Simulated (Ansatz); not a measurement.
## Geometry relaxation of C9H (part 1 of 3)

C9H (slab, 10 atoms in the cell), computed with DFT PBE+D3(BJ), scalar-relativistic, plane waves, PAW, no spin polarisation (Ansatz 0.2.0).

The structure derives from a Materials Project entry. The input holds or restrains some coordinates. Forces given for the steps count only the free coordinates. It belongs to a series of runs on one base structure; here: CH put at a bridge C-C site.

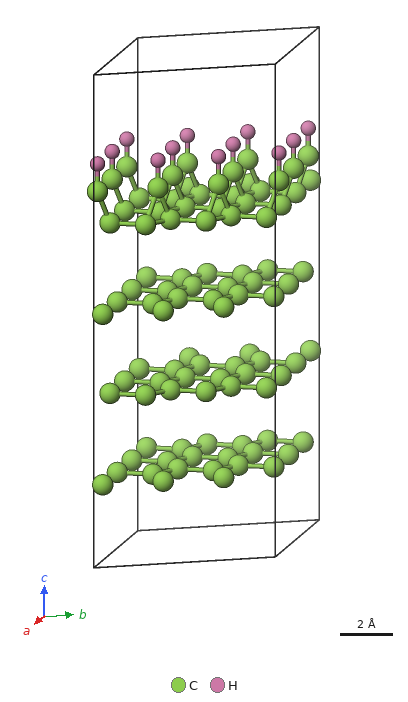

*The starting structure (ball-and-stick view of the 3 × 3 repeat of the cell, with the vacuum cut short, seen slightly off an axis). An atom can appear more than once, as a periodic image.*

Near neighbours in the periodic cell (some may lie outside the picture): C has 3 C at 1.42 Å; C has 4 C at 1.42 to 1.53 Å; C has 2 C at 1.53 Å and 1 H at 1.10 Å; H has 1 C at 1.10 Å.

**Input**
```yaml
crystal:
  lattice:
    - [2.4655379958, 0.0, 0.0]
    - [-1.2327689979, 2.1341461202, 0.0]
    - [0.0, 0.0, 30.2985170553]
  atoms:
    - { symbol: C, position: [0.0833101793, 0.1666203587, 0.2805417831] }
    - { symbol: C, position: [0.4166898206, 0.8333796413, 0.2805417831] }
    - { symbol: C, position: [0.5833101794, 0.1666203587, 0.3927430896] }
    - { symbol: C, position: [0.9166898206, 0.8333796413, 0.3927430896] }
    - { symbol: C, position: [0.0833101793, 0.1666203587, 0.5049416718] }
    - { symbol: C, position: [0.4166898206, 0.8333796413, 0.5049416718] }
    - { symbol: C, position: [0.5833101794, 0.1666203587, 0.6171429784] }
    - { symbol: C, position: [0.9166898206, 0.8333796413, 0.6171429784] }
    - { symbol: C, position: [0.75, 1.0, 0.6620296637] }
    - { symbol: H, position: [0.75, 1.0, 0.6983350709] }
basis:
  ecutwfc: 420
kpoints:
  mp_grid: { grid: [12, 12, 1] }
hamiltonian:
  xc: pbe
  dispersion: d3bj
scf:
  occupations: { method: gaussian, width: 0.1 }
output:
  forces: true
  eigenvalues: true
  write_density: true
  write_potential: true
  elf: true
  volumetric_format: npy
relax:
  adjacent_minimum: "off"
  f_tol: 0.03
  max_steps: 70
  constraints: [{ sites: [0, 1, 2, 3] }]
efield:
  axis: 3
  dipole_correction: true
  ramp_width: 0.04
```

Launch command:
```bash
ansatz run input.yaml --threads 2 --pin off --max-ram 5120MiB --backend cpu --events-out ev --progress --plain --runs-dir out
```

**The program's output**
```
Engine: ansatz 0.2.0, x86_64-unknown-linux-gnu
Pseudopotentials: kind: paw
Pseudopotential: C, paw, valence charge 4, recommended cutoff 420 eV (normal), C.paw.azcp
Pseudopotential: H, paw, valence charge 1, recommended cutoff 420 eV (normal), H.paw.azcp
Functional definition: PBE
  parameter kappa = 0.804
  parameter beta = 0.06672455060314922
  exchange = pbe_x(kappa = kappa, mu = beta*pi^2/3)
  correlation = pbe_c(beta = beta)
Crystal: 10 atoms, lattice volume = 159.425 Å³
Basis set: ecut = 420 eV, 2999 PW (Γ), exchange–correlation on 36×36×432 points (8 copies of the dense FFT grid, shifted against one another)
Bands: 29, of which v1, the nominal top of the filled ones, is band 19 counted from 1 (18 counted from 0)
Symmetry: 2 space group operations
Space group: P2 (ITA 3), of the structure as read, at distance tolerance 5.4e-5 Å
k-points: 74 of 144
Non-local potential: C, projectors of the file, l = 0: 2, l = 1: 2, l = 2: 1
Non-local potential: H, projectors of the file, l = 0: 2, l = 1: 1
PAW form: soft (Blöchl's): semilocal exchange-correlation on the pseudo side does not see the compensation charge
PAW one-centre angular grid: C, 110 points (default); XC on 64 Gauss nodes
PAW one-centre angular grid: H, 110 points (default); XC on 64 Gauss nodes
Initial density: superposition of atomic densities (neutral atoms: chi_scale 0, normalization atom), corrected by the library's trained network
Initial wavefunctions: pseudopotential atomic-orbital guess
Functional: x = pbe(κ = 0.804, μ = 0.2195149727645171), c = pbe(β = 0.06672455060314922)
SCF iter   1: F=—  HF=-2270.052018 eV  |F-HF|=—  |Δ(HF+E_count)|=         —  Δρ=1.02e-2  dr2=4.19e-1  ethr=1.77e-3  p=0.028 e·Å  D=3.22e-2 V/Å  ΔV_dip=-0.98 eV  dr2_dipole=2.26e-1  V_vac-E_F(+/−)=2.87/3.85 eV  ⟨swp⟩=8.4  Hψ=12566  notcnv=0  defer=53
efield: sawtooth ramp at fractional position 0.9694 (placed from the atoms, in the widest stretch of the axis that holds none; the zero of the levels goes with the place), width 0.0400; the density the first Hamiltonian is built on has a dipole p = 0.028 e·Å; the dipole correction subtracts the counter field D = 3.22e-2 V/Å, which shifts the + side's vacuum level by -0.98 eV against the − side's; the planar-averaged density in the ramp window peaks in size at 1.9e-5 e/Å³
preconditioner: auto → LDOS  [metal: Δε(μ)=0.026 eV  Ē_g=15.216 eV  σ=0.100 eV  W_gap=0.14  n_scr=20 (ndim 8)  ℏωp=17.9 eV  f_vac=0.492  D(μ)=1.13/eV (n_scr^D=10)  β→1.0]
SCF iter   2: F=—  HF=-2270.210791 eV  |F-HF|=—  |Δ(HF+E_count)|=   1.59e-1  Δρ=9.01e-3  dr2=5.90e0  ethr=1.13e-3  p=0.159 e·Å  D=1.81e-1 V/Å  ΔV_dip=-5.48 eV  dr2_dipole=5.89e0  V_vac-E_F(+/−)=0.27/5.74 eV  ⟨swp⟩=3.8  Hψ=4440  notcnv=0  defer=375  recentre
SCF iter   3: F=—  HF=-2270.013370 eV  |F-HF|=—  |Δ(HF+E_count)|=   1.97e-1  Δρ=6.28e-3  dr2=2.18e-1  ethr=1.13e-3  p=0.032 e·Å  D=3.68e-2 V/Å  ΔV_dip=-1.12 eV  dr2_dipole=1.36e-1  V_vac-E_F(+/−)=2.79/3.90 eV  ⟨swp⟩=3.1  Hψ=4220  notcnv=0  defer=283
SCF iter   4: F=—  HF=-2269.987361 eV  |F-HF|=—  |Δ(HF+E_count)|=   2.60e-2  Δρ=2.00e-3  dr2=6.92e-2  ethr=5.90e-4  p=0.070 e·Å  D=7.91e-2 V/Å  ΔV_dip=-2.40 eV  dr2_dipole=2.03e-2  V_vac-E_F(+/−)=1.94/4.34 eV  ⟨swp⟩=2.7  Hψ=3931  notcnv=0  defer=322
SCF iter   5: F=—  HF=-2269.979602 eV  |F-HF|=—  |Δ(HF+E_count)|=   7.76e-3  Δρ=5.35e-4  dr2=1.45e-3  ethr=1.87e-4  p=0.057 e·Å  D=6.47e-2 V/Å  ΔV_dip=-1.96 eV  dr2_dipole=1.41e-7  V_vac-E_F(+/−)=2.29/4.25 eV  ⟨swp⟩=2.1  Hψ=2069  notcnv=0  defer=315
SCF iter   6: F=—  HF=-2269.979725 eV  |F-HF|=—  |Δ(HF+E_count)|=   1.23e-4  Δρ=2.50e-4  dr2=1.86e-4  ethr=3.93e-6  p=0.056 e·Å  D=6.38e-2 V/Å  ΔV_dip=-1.93 eV  dr2_dipole=6.13e-5  V_vac-E_F(+/−)=2.31/4.24 eV  ⟨swp⟩=2.0  Hψ=3044  notcnv=0  defer=316
SCF iter   7: F=—  HF=-2269.979783 eV  |F-HF|=—  |Δ(HF+E_count)|=   5.80e-5  Δρ=1.15e-4  dr2=8.31e-5  ethr=5.03e-7  p=0.058 e·Å  D=6.53e-2 V/Å  ΔV_dip=-1.98 eV  dr2_dipole=6.96e-6  V_vac-E_F(+/−)=2.28/4.26 eV  ⟨swp⟩=2.0  Hψ=2693  notcnv=0  defer=316
SCF iter   8: F=—  HF=-2269.979788 eV  |F-HF|=—  |Δ(HF+E_count)|=   4.26e-6  Δρ=5.06e-5  dr2=2.53e-5  ethr=2.24e-7  p=0.058 e·Å  D=6.56e-2 V/Å  ΔV_dip=-1.99 eV  dr2_dipole=6.44e-6  V_vac-E_F(+/−)=2.26/4.25 eV  ⟨swp⟩=2.0  Hψ=2277  notcnv=0  defer=316
SCF iter   9: F=-2269.979790 eV  HF=-2269.979792 eV  |F-HF|=2.18e-6  |Δ(HF+E_count)|=   4.87e-6  Δρ=2.18e-5  dr2=4.62e-6  ethr=6.08e-8  p=0.058 e·Å  D=6.58e-2 V/Å  ΔV_dip=-1.99 eV  dr2_dipole=2.14e-6  V_vac-E_F(+/−)=2.25/4.25 eV  ⟨swp⟩=24.9  Hψ=22184  notcnv=0
SCF 1 converged in 9 iterations: F = -2269.979790 eV  dr2 = 4.62e-6
  Residual-converged pass: ⟨swp⟩=1.0  Hψ=2444  notcnv=0  max |occ|·‖R‖ = 7.0e-9 eV (tolerance 1.0e-8 eV)  dr2=4.62e-6  dr2_onsite=5.10e-9  max |Δocc| = 8.9e-10
  greatest PAW one-centre occupation: 0.675 electrons in one spin orbital (limit 2), on the C atom at site 7 (counted from 0), in its partial waves of l = 0
relax step   1: F+E_penalty+E_count = -2269.97979026 eV  Δ(F+E_penalty+E_count) = +0.000e0 eV  max|allowed force component| = 1.354e0 eV/Å  Δτ_max = 0.0000 Å  (9 SCF iters, dr2 threshold 2.25e-5 eV, accepted)
Initial density: handed on by an earlier stage of this run
Initial wavefunctions: those handed on with the density
SCF iter   1: F=—  HF=-2270.327340 eV  |F-HF|=—  |Δ(HF+E_count)|=         —  Δρ=2.67e-2  dr2=1.17e0  ethr=3.10e-3  p=0.058 e·Å  D=6.58e-2 V/Å  ΔV_dip=-1.99 eV  dr2_dipole=1.50e-2  V_vac-E_F(+/−)=2.42/4.42 eV  ⟨swp⟩=4.4  Hψ=8555  notcnv=0  defer=150
efield: sawtooth ramp at fractional position 0.9694 (handed on by an earlier solve), width 0.0400; the density the first Hamiltonian is built on has a dipole p = 0.058 e·Å; the dipole correction subtracts the counter field D = 6.58e-2 V/Å, which shifts the + side's vacuum level by -1.99 eV against the − side's; the planar-averaged density in the ramp window peaks in size at 1.9e-6 e/Å³
preconditioner: auto → LDOS  [insulator: Δε(μ)=0.145 eV  Ē_g=15.096 eV  σ=0.100 eV  W_gap=0.52  n_scr=20 (ndim 8)  ℏωp=17.9 eV  f_vac=0.502  D(μ)=0.88/eV (n_scr^D=8)  ε∞_Penn≈2.4  β→1.0]
SCF iter   2: F=—  HF=-2270.701155 eV  |F-HF|=—  |Δ(HF+E_count)|=   3.74e-1  Δρ=1.84e-2  dr2=4.10e0  ethr=3.10e-3  p=0.124 e·Å  D=1.41e-1 V/Å  ΔV_dip=-4.27 eV  dr2_dipole=7.08e-1  V_vac-E_F(+/−)=0.15/4.42 eV  ⟨swp⟩=3.3  Hψ=4847  notcnv=0  defer=345  recentre
SCF iter   3: F=—  HF=-2270.066001 eV  |F-HF|=—  |Δ(HF+E_count)|=   6.35e-1  Δρ=8.36e-3  dr2=7.55e-2  ethr=3.10e-3  p=0.066 e·Å  D=7.48e-2 V/Å  ΔV_dip=-2.27 eV  dr2_dipole=1.02e-2  V_vac-E_F(+/−)=1.92/4.18 eV  ⟨swp⟩=3.4  Hψ=4565  notcnv=0  defer=298
SCF iter   4: F=—  HF=-2270.053698 eV  |F-HF|=—  |Δ(HF+E_count)|=   1.23e-2  Δρ=1.55e-3  dr2=1.36e-2  ethr=2.04e-4  p=0.071 e·Å  D=8.08e-2 V/Å  ΔV_dip=-2.45 eV  dr2_dipole=4.37e-5  V_vac-E_F(+/−)=1.78/4.23 eV  ⟨swp⟩=2.1  Hψ=3692  notcnv=0  defer=317
SCF iter   5: F=—  HF=-2270.050987 eV  |F-HF|=—  |Δ(HF+E_count)|=   2.71e-3  Δρ=4.44e-4  dr2=1.05e-3  ethr=3.67e-5  p=0.072 e·Å  D=8.20e-2 V/Å  ΔV_dip=-2.48 eV  dr2_dipole=1.13e-4  V_vac-E_F(+/−)=1.75/4.24 eV  ⟨swp⟩=2.0  Hψ=3203  notcnv=0  defer=333
SCF iter   6: F=—  HF=-2270.050836 eV  |F-HF|=—  |Δ(HF+E_count)|=   1.51e-4  Δρ=1.52e-4  dr2=8.16e-5  ethr=2.82e-6  p=0.072 e·Å  D=8.23e-2 V/Å  ΔV_dip=-2.49 eV  dr2_dipole=2.36e-6  V_vac-E_F(+/−)=1.74/4.24 eV  ⟨swp⟩=2.0  Hψ=3214  notcnv=0  defer=336
SCF iter   7: F=-2270.050842 eV  HF=-2270.050838 eV  |F-HF|=4.00e-6  |Δ(HF+E_count)|=   2.49e-6  Δρ=5.77e-5  dr2=6.06e-6  ethr=2.21e-7  p=0.073 e·Å  D=8.26e-2 V/Å  ΔV_dip=-2.50 eV  dr2_dipole=2.59e-7  V_vac-E_F(+/−)=1.74/4.24 eV  ⟨swp⟩=24.9  Hψ=25498  notcnv=0
SCF 2 converged in 7 iterations: F = -2270.050842 eV  dr2 = 6.06e-6
  greatest PAW one-centre occupation: 0.677 electrons in one spin orbital (limit 2), on the C atom at site 7 (counted from 0), in its partial waves of l = 0
relax step   2: F+E_penalty+E_count = -2270.05084203 eV  Δ(F+E_penalty+E_count) = -7.105e-2 eV  max|allowed force component| = 1.275e0 eV/Å  Δτ_max = 0.1950 Å  (7 SCF iters, dr2 threshold 1.00e-4 eV, accepted)
iter 1 solved again at ethr=1.75e-3 eV; its pass at ethr=3.10e-3 eV (dr2=6.49e-1 eV) is discarded
SCF iter   1: F=—  HF=-2270.249390 eV  |F-HF|=—  |Δ(HF+E_count)|=         —  Δρ=1.70e-2  dr2=6.53e-1  ethr=1.75e-3  p=0.073 e·Å  D=8.26e-2 V/Å  ΔV_dip=-2.50 eV  dr2_dipole=1.05e-1  V_vac-E_F(+/−)=2.27/4.77 eV  ⟨swp⟩=1.0  Hψ=9297  notcnv=0  defer=255
efield: sawtooth ramp at fractional position 0.9694 (handed on by an earlier solve), width 0.0400; the density the first Hamiltonian is built on has a dipole p = 0.073 e·Å; the dipole correction subtracts the counter field D = 8.26e-2 V/Å, which shifts the + side's vacuum level by -2.50 eV against the − side's; the planar-averaged density in the ramp window peaks in size at 3.7e-6 e/Å³
preconditioner: auto → LDOS  [metal: Δε(μ)=0.004 eV  Ē_g=15.140 eV  σ=0.100 eV  W_gap=0.02  n_scr=20 (ndim 8)  ℏωp=17.9 eV  f_vac=0.501  D(μ)=1.04/eV (n_scr^D=10)  β→1.0]
SCF iter   2: F=—  HF=-2277.060568 eV  |F-HF|=—  |Δ(HF+E_count)|=    6.81e0  Δρ=7.38e-2  dr2=3.84e2  ethr=1.75e-3  p=-0.146 e·Å  D=-1.66e-1 V/Å  ΔV_dip=5.02 eV  dr2_dipole=3.02e2  V_vac-E_F(+/−)=4.01/-1.01 eV  ⟨swp⟩=5.5  Hψ=6750  notcnv=0  defer=323  recentre
SCF iter   3: F=—  HF=-2270.219564 eV  |F-HF|=—  |Δ(HF+E_count)|=    6.84e0  Δρ=1.53e-2  dr2=5.67e-1  ethr=1.75e-3  p=0.075 e·Å  D=8.54e-2 V/Å  ΔV_dip=-2.59 eV  dr2_dipole=1.14e-1  V_vac-E_F(+/−)=2.16/4.74 eV  ⟨swp⟩=3.6  Hψ=4773  notcnv=0  defer=335
SCF iter   4: F=—  HF=-2270.175046 eV  |F-HF|=—  |Δ(HF+E_count)|=   4.45e-2  Δρ=1.21e-2  dr2=4.11e-1  ethr=1.53e-3  p=0.084 e·Å  D=9.56e-2 V/Å  ΔV_dip=-2.90 eV  dr2_dipole=1.12e-1  V_vac-E_F(+/−)=1.97/4.87 eV  ⟨swp⟩=1.5  Hψ=2900  notcnv=0  defer=305
SCF iter   5: F=—  HF=-2270.128210 eV  |F-HF|=—  |Δ(HF+E_count)|=   4.68e-2  Δρ=7.13e-3  dr2=6.47e-2  ethr=1.11e-3  p=0.087 e·Å  D=9.83e-2 V/Å  ΔV_dip=-2.98 eV  dr2_dipole=5.56e-3  V_vac-E_F(+/−)=1.71/4.69 eV  ⟨swp⟩=2.1  Hψ=2550  notcnv=0  defer=319
SCF iter   6: F=—  HF=-2270.115197 eV  |F-HF|=—  |Δ(HF+E_count)|=   1.30e-2  Δρ=1.58e-3  dr2=1.50e-2  ethr=1.75e-4  p=0.090 e·Å  D=1.02e-1 V/Å  ΔV_dip=-3.10 eV  dr2_dipole=3.92e-3  V_vac-E_F(+/−)=1.36/4.46 eV  ⟨swp⟩=2.1  Hψ=3418  notcnv=0  defer=335
SCF iter   7: F=—  HF=-2270.114891 eV  |F-HF|=—  |Δ(HF+E_count)|=   3.05e-4  Δρ=5.96e-4  dr2=1.93e-3  ethr=4.07e-5  p=0.085 e·Å  D=9.61e-2 V/Å  ΔV_dip=-2.91 eV  dr2_dipole=2.78e-4  V_vac-E_F(+/−)=1.36/4.27 eV  ⟨swp⟩=1.5  Hψ=2192  notcnv=0  defer=335
SCF iter   8: F=—  HF=-2270.114767 eV  |F-HF|=—  |Δ(HF+E_count)|=   1.24e-4  Δρ=2.44e-4  dr2=1.33e-4  ethr=5.23e-6  p=0.084 e·Å  D=9.58e-2 V/Å  ΔV_dip=-2.90 eV  dr2_dipole=2.92e-6  V_vac-E_F(+/−)=1.35/4.25 eV  ⟨swp⟩=1.2  Hψ=2030  notcnv=0  defer=336
SCF iter   9: F=-2270.114765 eV  HF=-2270.114780 eV  |F-HF|=1.47e-5  |Δ(HF+E_count)|=   1.26e-5  Δρ=6.60e-5  dr2=1.91e-5  ethr=2.70e-7  p=0.085 e·Å  D=9.69e-2 V/Å  ΔV_dip=-2.94 eV  dr2_dipole=3.38e-6  V_vac-E_F(+/−)=1.34/4.28 eV  ⟨swp⟩=21.9  Hψ=24911  notcnv=0
SCF 3 converged in 9 iterations: F = -2270.114765 eV  dr2 = 1.91e-5
  greatest PAW one-centre occupation: 0.680 electrons in one spin orbital (limit 2), on the C atom at site 7 (counted from 0), in its partial waves of l = 0
relax step   3: F+E_penalty+E_count = -2270.11476513 eV  Δ(F+E_penalty+E_count) = -6.392e-2 eV  max|allowed force component| = 5.768e-1 eV/Å  Δτ_max = 0.1063 Å  (9 SCF iters, dr2 threshold 1.00e-4 eV, accepted)
SCF iter   1: F=—  HF=-2270.132890 eV  |F-HF|=—  |Δ(HF+E_count)|=         —  Δρ=5.77e-3  dr2=4.87e-2  ethr=2.52e-3  p=0.085 e·Å  D=9.69e-2 V/Å  ΔV_dip=-2.94 eV  dr2_dipole=3.73e-3  V_vac-E_F(+/−)=1.32/4.25 eV  ⟨swp⟩=2.6  Hψ=5207  notcnv=0  defer=319
efield: sawtooth ramp at fractional position 0.9694 (handed on by an earlier solve), width 0.0400; the density the first Hamiltonian is built on has a dipole p = 0.085 e·Å; the dipole correction subtracts the counter field D = 9.69e-2 V/Å, which shifts the + side's vacuum level by -2.94 eV against the − side's; the planar-averaged density in the ramp window peaks in size at 2.8e-6 e/Å³
preconditioner: auto → LDOS  [metal: Δε(μ)=0.010 eV  Ē_g=15.028 eV  σ=0.100 eV  W_gap=0.06  n_scr=20 (ndim 8)  ℏωp=17.9 eV  f_vac=0.500  D(μ)=1.52/eV (n_scr^D=12)  β→1.0]
SCF iter   2: F=—  HF=-2270.141245 eV  |F-HF|=—  |Δ(HF+E_count)|=   8.35e-3  Δρ=3.61e-3  dr2=8.25e-2  ethr=1.32e-4  p=0.085 e·Å  D=9.68e-2 V/Å  ΔV_dip=-2.93 eV  dr2_dipole=1.56e-3  V_vac-E_F(+/−)=1.35/4.28 eV  ⟨swp⟩=2.4  Hψ=4415  notcnv=0  defer=341
SCF iter   3: F=—  HF=-2270.121269 eV  |F-HF|=—  |Δ(HF+E_count)|=   2.00e-2  Δρ=8.92e-4  dr2=6.58e-3  ethr=1.32e-4  p=0.086 e·Å  D=9.82e-2 V/Å  ΔV_dip=-2.97 eV  dr2_dipole=1.97e-4  V_vac-E_F(+/−)=1.33/4.31 eV  ⟨swp⟩=2.2  Hψ=3233  notcnv=0  defer=341
SCF iter   4: F=—  HF=-2270.119784 eV  |F-HF|=—  |Δ(HF+E_count)|=   1.49e-3  Δρ=2.58e-4  dr2=2.56e-4  ethr=1.78e-5  p=0.086 e·Å  D=9.71e-2 V/Å  ΔV_dip=-2.94 eV  dr2_dipole=7.82e-5  V_vac-E_F(+/−)=1.33/4.27 eV  ⟨swp⟩=2.0  Hψ=2792  notcnv=0  defer=342
SCF iter   5: F=—  HF=-2270.119769 eV  |F-HF|=—  |Δ(HF+E_count)|=   1.46e-5  Δρ=1.46e-4  dr2=8.03e-5  ethr=6.93e-7  p=0.086 e·Å  D=9.73e-2 V/Å  ΔV_dip=-2.95 eV  dr2_dipole=1.15e-5  V_vac-E_F(+/−)=1.33/4.28 eV  ⟨swp⟩=2.0  Hψ=2606  notcnv=0  defer=342
SCF iter   6: F=-2270.119762 eV  HF=-2270.119773 eV  |F-HF|=1.09e-5  |Δ(HF+E_count)|=   4.00e-6  Δρ=8.85e-5  dr2=2.17e-5  ethr=1.84e-7  p=0.086 e·Å  D=9.74e-2 V/Å  ΔV_dip=-2.95 eV  dr2_dipole=1.84e-6  V_vac-E_F(+/−)=1.33/4.28 eV  ⟨swp⟩=21.1  Hψ=24088  notcnv=0
SCF 4 converged in 6 iterations: F = -2270.119762 eV  dr2 = 2.17e-5
  Residual-converged pass: ⟨swp⟩=1.0  Hψ=2445  notcnv=0  max |occ|·‖R‖ = 7.0e-9 eV (tolerance 1.0e-8 eV)  dr2=2.17e-5  dr2_onsite=1.27e-7  max |Δocc| = 8.5e-11
relax step   4: F+E_penalty+E_count = -2270.11976226 eV  Δ(F+E_penalty+E_count) = -4.997e-3 eV  max|allowed force component| = 2.176e-1 eV/Å  Δτ_max = 0.0441 Å  (6 SCF iters, dr2 threshold 6.81e-5 eV, accepted)
```
